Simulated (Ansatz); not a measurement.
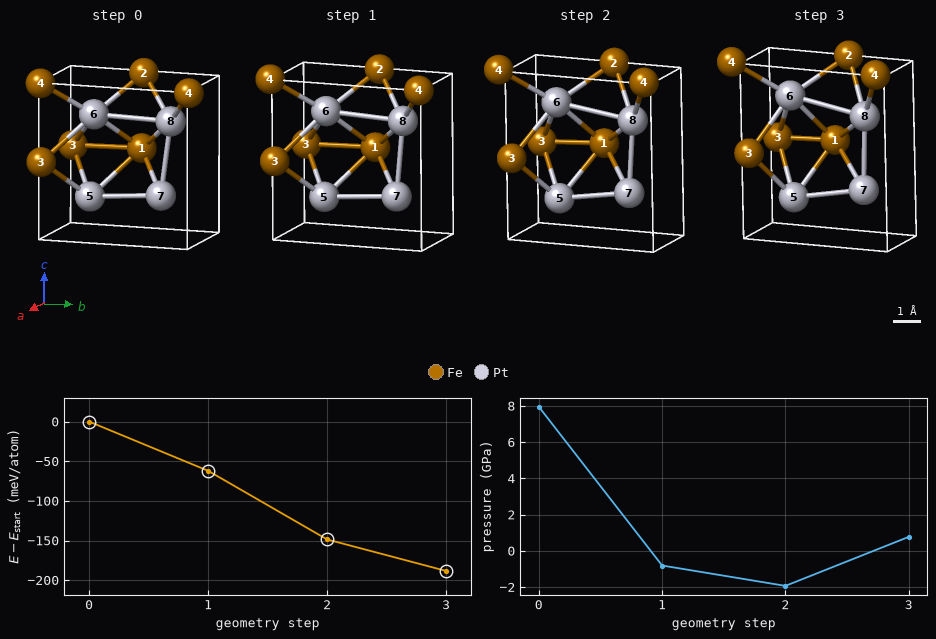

Frames of a relaxation of solid FePt (built on the caesium chloride_221 type) (coarse preliminary run), marked on the history of the run. A ball-and-stick model of the cell of the calculation, seen slightly off an axis.

Computed with Ansatz 0.2.0, DFT PBE, scalar-relativistic, plane waves, PAW. (plane-wave cutoff 420 eV; k-point mesh 8 × 4 × 4; occupations gaussian; smearing width 0.1 eV; collinear spin; cell and atoms relaxed; force threshold 0.015 eV/Å; at most 120 steps)

Describe the path.

Answer. The run was cut off at its time limit before the relaxation converged, so the last structure is only a point on the way. Over 3 geometry steps the energy falls by 188 meV per atom. Largest force component: 1.2 eV/Å at the start, 0.95 eV/Å at the end. The pressure goes from 7.95 to 0.77 GPa. The largest move relative to the cell is that of Fe4, 0.38 Å along [3 −3 1]. Largest moves by element: Fe 0.38 Å, Pt 0.26 Å. Cell: a 3.043 → 2.820 Å (−7.3 %), b 6.067 → 5.889 Å (−2.9 %), c 6.073 → 6.757 Å (+11.3 %), α 88.4° → 91.0°, β 90.1° → 90.3°, γ 90.4° → 89.6°. Volume +0.1 %. Near-neighbour distances that change, for instance: Fe2–Fe4 3.051 → 2.299 Å, Fe1–Fe3 2.886 → 2.331 Å, Fe4–Pt7 2.947 → 2.633 Å, Fe1–Pt7 2.447 → 2.718 Å. The space group stays P1 (No. 1). From step 0 to 1: Fe4 moves most (0.14 Å), volume +3.2 %, energy −62.1 meV per atom. From step 1 to 2: Fe4 moves most (0.19 Å), volume −1.0 %, energy −86.6 meV per atom. From step 2 to 3: Fe atoms move most (0.10 Å), volume −2.0 %, energy −39.7 meV per atom.

| step | E − E(0), meV/atom | largest force component, eV/Å | pressure, GPa | volume, Å³/atom |
| --- | --- | --- | --- | --- |
| 0 | 0.00 | 1.2201 | 7.95 | 14.009 |
| 1 | -62.05 | 0.4010 | -0.81 | 14.452 |
| 2 | -148.64 | 0.7273 | -1.93 | 14.312 |
| 3 | -188.36 | 0.9497 | 0.77 | 14.023 |
